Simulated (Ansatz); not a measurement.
## Electronic structure of CdS in real space

```cif
data_structure
_symmetry_space_group_name_H-M 'P 1'
_symmetry_Int_Tables_number 1
_cell_length_a 3.8491
_cell_length_b 3.8692
_cell_length_c 3.9103
_cell_angle_alpha 61.074
_cell_angle_beta 60.548
_cell_angle_gamma 60.616
_cell_volume 41.87
loop_
_atom_site_label
_atom_site_type_symbol
_atom_site_fract_x
_atom_site_fract_y
_atom_site_fract_z
_atom_site_occupancy
Cd1 Cd 0.99518 0.95919 0.00040 1
S1 S 0.50842 0.47481 0.49659 1
```

Space group P1; a structure from a database of computed crystals, not necessarily the ambient phase.

These are results of DFT r2SCAN, plane waves, PAW in Ansatz, not measurements.

The density is the valence pseudo-density of a PAW calculation; it isn't the true density close to the nuclei.

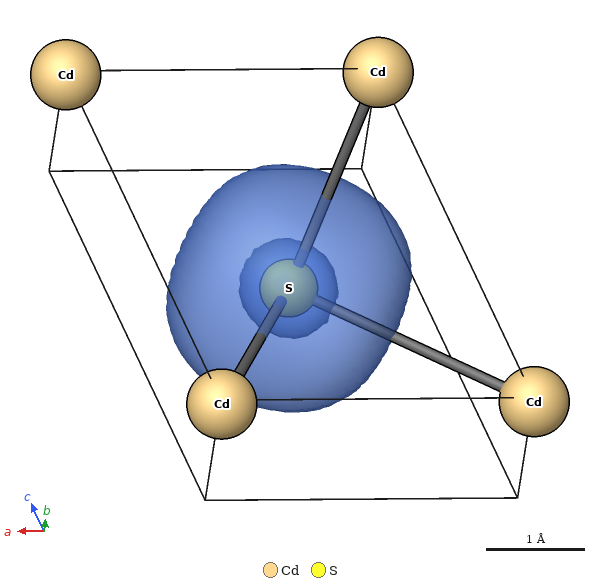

Figure 1. Isosurface of the electron localisation function at 0.65 (blue), seen at an oblique angle. Only the valence region is drawn (cores and ρ < 0.01 e/Å³ removed). Sticks mark near contacts.

Q: Identify the bonds, lone pairs and shells in this picture.

A: The surface consists of one region wrapped around S (its valence shell), counted in one cell of 2 atoms. Regions shared between cells count once. Along the contacts the grid gives the following. Cd–S (2.67 Å): the ELF peaks at about 0.85 in the valence shell of S, 0.8 Å from its nucleus, and drops to about 0.15 between the two atoms. Cd–S (2.72 Å): the ELF peaks at about 0.85 in the valence shell of S, 0.8 Å from its nucleus, and drops to about 0.10 between the two atoms.

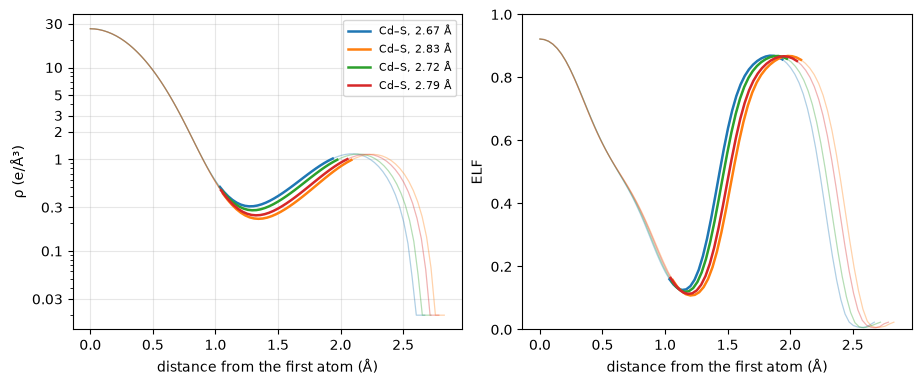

Figure 2. Valence pseudo-density and ELF along straight lines between neighbouring atoms. Thin, pale parts lie inside the atomic spheres.

Q: Compare the contacts.

A: Cd–S (2.67 Å): ρ at the midpoint is about 0.31 e/Å³; the ELF peaks at about 0.85 in the valence shell of S, 0.8 Å from its nucleus, and drops to about 0.15 between the two atoms.
Cd–S (2.83 Å): ρ at the midpoint is about 0.23 e/Å³; the ELF peaks at about 0.85 in the valence shell of S, 0.8 Å from its nucleus, and drops to about 0.10 between the two atoms.
Cd–S (2.72 Å): ρ is about 0.28 e/Å³ halfway; the ELF peaks at about 0.85 in the valence shell of S, 0.8 Å from its nucleus, and drops to about 0.10 between the two atoms.
Cd–S (2.79 Å): the density is about 0.25 e/Å³ at the midpoint; the ELF peaks at about 0.85 in the valence shell of S, 0.8 Å from its nucleus, and drops to about 0.10 between the two atoms.

Q: Metal or insulator at this level of theory?

A: It is gapped, with a Kohn–Sham gap of 1.4 eV on the k-point mesh (the band edges may lie off the mesh, which would make the gap smaller).
